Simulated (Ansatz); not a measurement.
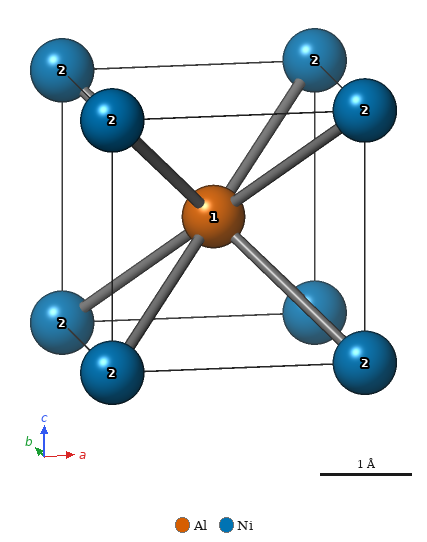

**Figure 1.** The structure (ball-and-stick view of the cell of the calculation, seen slightly off an axis; atoms are numbered from 1 in the order of the input). An atom can appear more than once, as a periodic image. Near neighbours in the periodic cell (some may lie outside the picture): Al has 8 Ni at 2.48 Å; Ni has 8 Al at 2.48 Å.

Single-point calculation, with input and output: AlNi

AlNi (2 atoms in the cell), computed with DFT PBEsol, scalar-relativistic, plane waves, PAW, spin-polarised (Ansatz 0.2.0).

The structure derives from a Materials Project entry. Figures and captions count atoms from 1; the log counts them from 0 in places.

**What the program printed**
```
Engine: ansatz 0.2.0, x86_64-unknown-linux-gnu
Pseudopotentials: kind: paw
Pseudopotential: Al, paw, valence charge 3, recommended cutoff 420 eV (normal), Al.paw.azcp
Pseudopotential: Ni, paw, valence charge 18, recommended cutoff 420 eV (normal), Ni.paw.azcp
Functional definition: PBEsol
  exchange = pbesol_x
  correlation = pbesol_c
Crystal: 2 atoms, lattice volume = 23.387 Å³
Basis set: ecut = 420 eV, 461 PW (Γ), exchange–correlation on 40×40×40 points (8 copies of the dense FFT grid, shifted against one another)
Bands: 16, of which v1, the nominal top of the filled ones, is band 11 counted from 1 (10 counted from 0)
Symmetry: 48 space group operations
Space group: Pm-3m (ITA 221), of the structure as read, at distance tolerance 2.9e-5 Å
Magnetic group: BNS 221.92 (UNI 1594), of the structure as read, at distance tolerance 2.9e-5 Å
k-points: 20 of 216
Non-local potential: Al, projectors of the file, l = 0: 2, l = 1: 2, l = 2: 1
Non-local potential: Ni, projectors of the file, l = 0: 3, l = 1: 2, l = 2: 3, l = 3: 1
PAW form: soft (Blöchl's): semilocal exchange-correlation on the pseudo side does not see the compensation charge
PAW frozen core: Al, regenerated for the run's functional, and the local potential with it (the file was generated under x = pbe(κ = 0.804, μ = 0.2195149727645171), c = pbe(β = 0.06672455060314922))
PAW frozen core: Ni, regenerated for the run's functional, and the local potential with it (the file was generated under x = pbe(κ = 0.804, μ = 0.2195149727645171), c = pbe(β = 0.06672455060314922))
PAW one-centre angular grid: Al, 110 points (default); XC on 64 Gauss nodes
PAW one-centre angular grid: Ni, 590 points (default); XC on 64 Gauss nodes
Initial density: superposition of atomic densities (chi_scale 0.1, normalization cell)
Starting moments: Σ|m| = 2 μB on 1 of 2 sites
Initial wavefunctions: pseudopotential atomic-orbital guess
Functional: x = pbesol(κ = 0.804, μ = 0.12345679012345678), c = pbesol(β = 0.046)
SCF iter   1: F=—  HF=-6330.549925 eV  |F-HF|=—  |Δ(HF+E_count)|=         —  Δρ=1.77e-1 (↑1.04e-1 ↓1.77e-1)  dr2=1.49e0  dr2_m=4.16e0  M=0.442 μB ∫|m|=0.537 μB  β_m=0.30  ethr=3.10e-3  ⟨swp⟩=4.4  Hψ=2833  notcnv=0
preconditioner: auto → none  [metal: Δε(μ)=0.023 eV  Ē_g=11.593 eV  σ=0.100 eV  W_gap=0.13  n_scr=6 (ndim 8)  ℏωp=27.7 eV  f_vac=0.000  D(μ)=1.15/eV (n_scr^D=6)  sad-step TF]
SCF iter   2: F=—  HF=-6330.415568 eV  |F-HF|=—  |Δ(HF+E_count)|=   1.34e-1  Δρ=1.33e-1 (↑1.33e-1 ↓1.20e-1)  dr2=2.30e-1  dr2_m=3.39e0  M=0.573 μB ∫|m|=0.695 μB  β_m=0.30  ethr=3.10e-3  ⟨swp⟩=2.7  Hψ=1303  notcnv=0  defer=46
Mixer restart at iter 2: flushing history
spin-set hold released at iteration 2 (the charge has settled, or the pull on large starting moments outlasts its swing): the magnetisation degrees of freedom join the quasi-Newton model from the next iteration; the mixer history was flushed
SCF iter   3: F=—  HF=-6330.539804 eV  |F-HF|=—  |Δ(HF+E_count)|=   1.24e-1  Δρ=1.14e-1 (↑9.69e-2 ↓1.14e-1)  dr2=1.95e-1  dr2_m=2.37e0  M=0.409 μB ∫|m|=0.544 μB  β_m=0.53  ethr=1.09e-3  ⟨swp⟩=2.5  Hψ=967  notcnv=0  defer=47
SCF iter   4: F=—  HF=-6334.006116 eV  |F-HF|=—  |Δ(HF+E_count)|=    3.47e0  Δρ=2.07e-1 (↑2.02e-1 ↓2.07e-1)  dr2=2.66e1  dr2_m=8.84e-3  M=0.374 μB ∫|m|=0.433 μB  β_m=0.19  ethr=9.30e-4  ⟨swp⟩=3.9  Hψ=1738  notcnv=0  defer=47  recentre
SCF iter   5: F=—  HF=-6330.757808 eV  |F-HF|=—  |Δ(HF+E_count)|=    3.25e0  Δρ=5.17e-2 (↑5.17e-2 ↓4.11e-2)  dr2=1.85e-2  dr2_m=4.60e-1  M=0.262 μB ∫|m|=0.340 μB  β_m=0.38  ethr=9.30e-4  ⟨swp⟩=3.7  Hψ=1810  notcnv=0  defer=40
SCF iter   6: F=—  HF=-6330.830330 eV  |F-HF|=—  |Δ(HF+E_count)|=   7.25e-2  Δρ=1.22e-2 (↑1.22e-2 ↓9.85e-3)  dr2=2.68e-3  dr2_m=2.58e-2  M=0.096 μB ∫|m|=0.121 μB  β_m=0.69  ethr=8.80e-5  ⟨swp⟩=2.2  Hψ=1329  notcnv=0  defer=47
SCF iter   7: F=—  HF=-6330.837216 eV  |F-HF|=—  |Δ(HF+E_count)|=   6.89e-3  Δρ=2.59e-3 (↑1.82e-3 ↓2.59e-3)  dr2=3.19e-3  dr2_m=1.73e-4  M=0.025 μB ∫|m|=0.027 μB  β_m=0.85  ethr=1.28e-5  ⟨swp⟩=2.1  Hψ=1038  notcnv=0  defer=47
SCF iter   8: F=—  HF=-6330.836979 eV  |F-HF|=—  |Δ(HF+E_count)|=   2.38e-4  Δρ=1.14e-3 (↑3.89e-4 ↓1.14e-3)  dr2=9.51e-5  dr2_m=1.19e-4  M=0.018 μB ∫|m|=0.019 μB  β_m=0.91  ethr=1.28e-5  ⟨swp⟩=1.2  Hψ=672  notcnv=0  defer=47
SCF iter   9: F=—  HF=-6330.837043 eV  |F-HF|=—  |Δ(HF+E_count)|=   6.44e-5  Δρ=2.98e-4 (↑2.98e-4 ↓2.97e-4)  dr2=1.34e-7  dr2_m=1.90e-5  M=0.008 μB ∫|m|=0.008 μB  β_m=0.96  ethr=4.53e-7  ⟨swp⟩=2.0  Hψ=806  notcnv=0  defer=47
SCF iter  10: F=—  HF=-6330.837065 eV  |F-HF|=—  |Δ(HF+E_count)|=   2.21e-5  Δρ=3.74e-5 (↑3.74e-5 ↓2.86e-5)  dr2=8.00e-8  dr2_m=1.81e-7  M=-0.000 μB ∫|m|=0.000 μB  β_m=0.89  ethr=6.40e-10  ⟨swp⟩=3.0  Hψ=1170  notcnv=0  defer=47
SCF iter  11: F=—  HF=-6330.837065 eV  |F-HF|=—  |Δ(HF+E_count)|=   9.96e-9  Δρ=3.97e-5 (↑4.98e-6 ↓3.97e-5)  dr2=2.21e-7  dr2_m=1.03e-7  M=-0.000 μB ∫|m|=0.000 μB  β_m=0.95  ethr=3.81e-10  ⟨swp⟩=8.7  Hψ=2919  notcnv=0
iter 12 did not close the SCF: its close was put off for a magnetic moment that had not settled (scf_convergence_deferred on its scf_iter line)
SCF iter  12: F=-6330.837065 eV  HF=-6330.837065 eV  |F-HF|=3.84e-10  |Δ(HF+E_count)|=   9.24e-9  Δρ=4.21e-6 (↑4.21e-6 ↓2.05e-6)  dr2=8.08e-10  dr2_m=2.08e-9  M=-0.000 μB ∫|m|=0.000 μB  β_m=0.89  ethr=3.81e-10  ⟨swp⟩=2.3  Hψ=1910  notcnv=0
iter 13 did not close the SCF: its close was put off for a magnetic moment that had not settled (scf_convergence_deferred on its scf_iter line)
SCF iter  13: F=-6330.837065 eV  HF=-6330.837065 eV  |F-HF|=7.28e-12  |Δ(HF+E_count)|=  8.69e-10  Δρ=7.22e-7 (↑7.22e-7 ↓5.28e-7)  dr2=7.05e-12  dr2_m=8.34e-11  M=-0.000 μB ∫|m|=0.000 μB  β_m=0.95  ethr=3.85e-12  ⟨swp⟩=1.2  Hψ=1560  notcnv=0
SCF iter  14: F=-6330.837065 eV  HF=-6330.837065 eV  |F-HF|=0.00e0  |Δ(HF+E_count)|=  3.64e-11  Δρ=3.29e-8 (↑1.48e-8 ↓3.29e-8)  dr2=7.92e-14  dr2_m=1.18e-13  M=-0.000 μB ∫|m|=0.000 μB  ethr=1.00e-12  ⟨swp⟩=1.1  Hψ=1414  notcnv=0
WARN: the starting moments were not kept: the SCF closed with an absolute magnetisation of 4.1e-7 μB, where they sum to 2 μB in size (1 site). That is at most 0.1 of that sum. Measured as dr2_m measures the in/out step, that magnetisation stands 3.9e-13 eV from none, at or under the dr2_threshold of 1.0e-7 eV: it is no larger than a step whose dr2_m would equal this threshold. The system may hold no moment; this SCF shows only that its start led to no more than that. To try another start: raise the starting moments (crystal.atoms[].spin, magnetization.per_species, magnetization.initial_magnetization, or on a non-collinear deck that types none of these the spinor_matrix: blocks that start its atoms; where the total moment is fixed, keep their sum and leave initial_magnetization as it is; typed ones take the place of any that the run laid by itself, positive ones on a crystal's lanthanoids without a Hubbard term where scf.initial_density.shell_occupations: [] is typed) or, if the notice of its spin-set hold's release reads "site moments contracting" or "site moments show no strong build", lengthen the hold (scf.mixing.spin_hold: { on: { confirm: 4 } }; for m-r²SCAN on two components see the key's manual first). Each may lead to a state that holds a moment. A second SCF, from the converged charge density, with the starting moments and any scf.initial_density.shell_occupations laid on it anew, would have followed, and was not run: the deck does not ask for one (magnetization.retry_lost_moments is false, the default). To let it run, set magnetization.retry_lost_moments: true and run the deck again, where that key's refused combinations let it; where memory then withholds it, that run's warning says so.
SCF 1 converged in 14 iterations: F = -6330.837065 eV  dr2 = 7.92e-14
  greatest PAW one-centre occupation: 1.001 electrons in one spin orbital (limit 2), on the Ni atom at site 1 (counted from 0), in its partial waves of l = 1
```

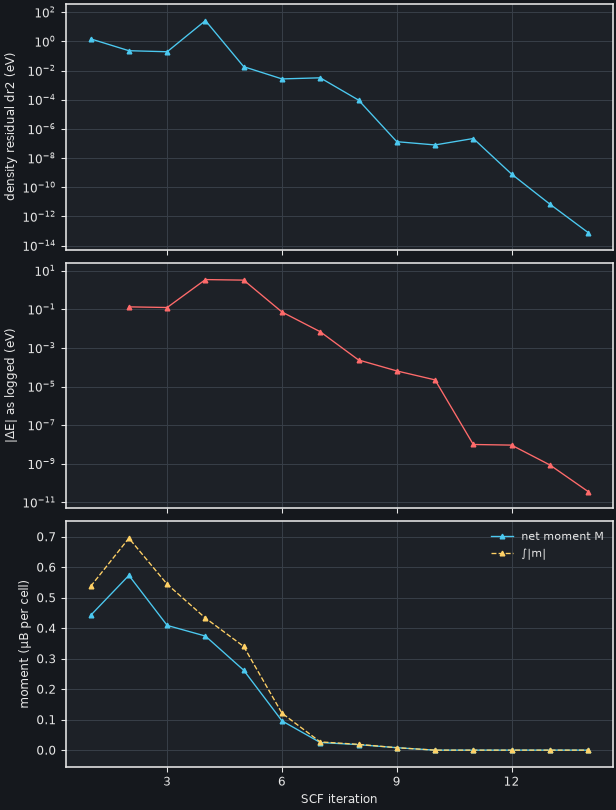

**Figure 2.** Convergence of the self-consistent field: density residual dr2, size of the energy change and magnetic moment against the SCF iteration. The residual falls unevenly and jumps up by a factor of two or more 2 times on the way down. The net moment goes from 0.4 to 0.0 μB per cell, and ∫|m| falls to zero.

```
SCF converged after 14 iterations
Magnetization: -0.0000 μB (10.5000 up, 10.5000 down)
Absolute magnetization: 0.0000 μB (∫|ρ↑−ρ↓|, with the PAW one-centre terms)
Spin contamination: 0.0000 ħ² per cell (⟨S²⟩ above its minimum at these occupations)
Per-site moments (μB) at R_I (Å): [(-1.7343314006558552e-8, 1.021590332659532), (-3.7402093969721185e-7, 1.021590332659532)]
Free energy (F): -6330.837065 eV
Harris-Foulkes:  -6330.837065 eV  (|F-HF|=0.00e0)
Internal energy: -6330.830013 eV  (E = F + TS)
E sigma→0 (E₀):  -6330.833539 eV
Entropy (-TS):   -0.007052 eV (-3.526 meV/atom)
Fermi energy:    14.288773 eV
--- Per-component energies (eV) ---
  E_band       = -331.094281
  E_kinetic    = 312.187773
  E_local      = -4414.715795  (includes V_loc(G=0)·N_el)
  E_nonlocal   = 648.589309
  E_hartree    = 1898.320479
  E_xc         = -125.966459
  E_vxc        = -141.217122  (∫ρ·V_xc dr)
  E_paw        = -2052.659072  (= ΣΔE_a)
  E_vpaw       = -532.579807  (= ΣTr[D̂ρ^β])
  E_aug_tail   = 0.000380  (compensation charges beyond the density's cutoff)
  E_ewald      = -2596.803055
  E_core_change = 0.216428  (= ΣΔE_core)
  E_smearing   = -0.007052  (= −TS)
  E_closure    = -0.000000  (closes the sum)
  Σ components = -6330.837065   (vs F -6330.837065, Δ=0.00e0)
--- Forces (eV/Å), atoms counted from 1 ---
  atom   1  Al     0.00000000     0.00000000     0.00000000
  atom   2  Ni     0.00000000     0.00000000    -0.00000000
  max |Σ_I F_I| component: 2.47e-31 eV/Å
--- Stress (GPa, compression-positive) ---
        0.741185       0.000000       0.000000
        0.000000       0.741185       0.000000
        0.000000       0.000000       0.741185
  P = ⅓ Tr σ = 0.7412 GPa (7.412 kbar)
--- Band table (eV; the first three rows and the last of 40) ---
  k-point 0 ↑: bands = ["-88.8374", "-49.3848", "-49.3848", "-49.3848", "2.9157", "10.8672", "10.8672", "12.6386", "12.6386", "12.6386", "19.8015", "19.8015", "19.8015", "22.4200", "22.4200", "28.3236"]
  k-point 1 ↑: bands = ["-88.8370", "-49.3912", "-49.3843", "-49.3843", "3.4329", "10.7820", "10.9846", "12.4323", "12.4323", "12.6617", "16.6747", "20.4647", "20.4647", "22.4378", "24.9705", "30.2083"]
  k-point 2 ↑: bands = ["-88.8362", "-49.4039", "-49.3833", "-49.3833", "4.9389", "9.7334", "11.2316", "12.0699", "12.0699", "12.7083", "14.0809", "22.2089", "22.2089", "22.4815", "26.9810", "28.0665"]
  k-point 19 ↓: bands = ["-88.8326", "-49.4057", "-49.4057", "-49.4057", "10.0067", "10.0067", "10.0067", "13.2162", "13.2162", "16.1613", "16.1613", "16.1613", "18.1460", "18.8085", "18.8085", "18.8085"]
--- Löwdin populations: 2 sites ---
  site symbol       q [e]    m [muB]
     0     Al      3.2957    -0.0000
     1     Ni     17.5215    -0.0000
  spilling = 0.008707 (of n_electrons = 21.000000)
```

**File populations.tsv**
```
# site	symbol	l	j	q_up	q_dn
# orbitals = lowdin
# n_electrons = 21.000000
# spilling = 0.008707
0	Al	0_3S	-	0.445827	0.445827
0	Al	1_3P	-	1.202022	1.202022
1	Ni	0_3S	-	0.990146	0.990146
1	Ni	0_4S	-	0.263002	0.263002
1	Ni	1_3P	-	2.996231	2.996231
1	Ni	2_3D	-	4.511350	4.511351
```

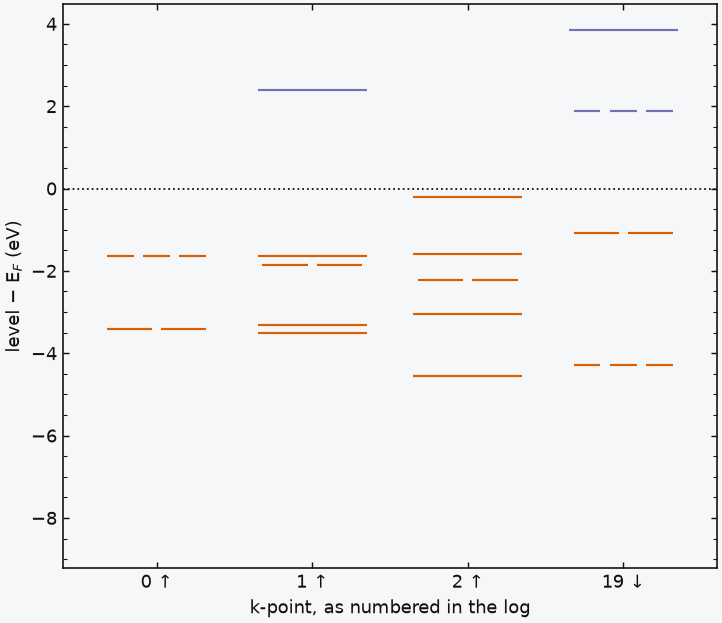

**Figure 3.** Kohn–Sham levels near the Fermi level (dotted) at the few k-points that the log prints; levels within 0.02 eV of each other stand side by side. The system is metallic on the full mesh.

The run was set up as follows.

**The input**
```yaml
crystal:
  lattice:
    - [2.85971129, 0.0, 0.0]
    - [0.0, 2.85971129, 0.0]
    - [0.0, 0.0, 2.85971129]
  atoms:
    - { symbol: Al, position: [0.5, 0.5, 0.5] }
    - { symbol: Ni, position: [0.0, 0.0, 0.0], spin: 2.0 }
basis:
  ecutwfc: 420
kpoints:
  mp_grid: { grid: [6, 6, 6] }
hamiltonian:
  xc: pbesol
scf:
  occupations: { method: gaussian, width: 0.1 }
  lower_state_search: "off"
output:
  forces: true
  stress: true
  eigenvalues: true
  populations: true
magnetization:
  spin_polarized: true
```

Run as:
```bash
ansatz run input.yaml --threads 1 --pin off --max-ram 2560MiB --backend cpu --events-out ev --progress --plain --runs-dir out
```

**Results in brief**

| quantity | value |
| --- | --- |
| outcome | converged |
| space group (tolerance 0.01 Å) | Pm-3m (221) |
| electrons treated | 21 |
| free energy | −6330.8371 eV |
| Fermi energy | 14.289 eV |
| gap on the k-point mesh | none (metallic) |
| net moment of the cell | 0.00 μB |
| integrated absolute moment | 0.00 μB |
| pressure | 0.74 GPa |
| largest force (length of the vector) | under 0.001 eV/Å |
| hardware | 1 thread of AMD EPYC (Zen 3), 192 GiB of memory available, shared host |
| wall time | 2 s |
| peak memory | 0.32 GiB |

The program warns: some starting moments were not kept.
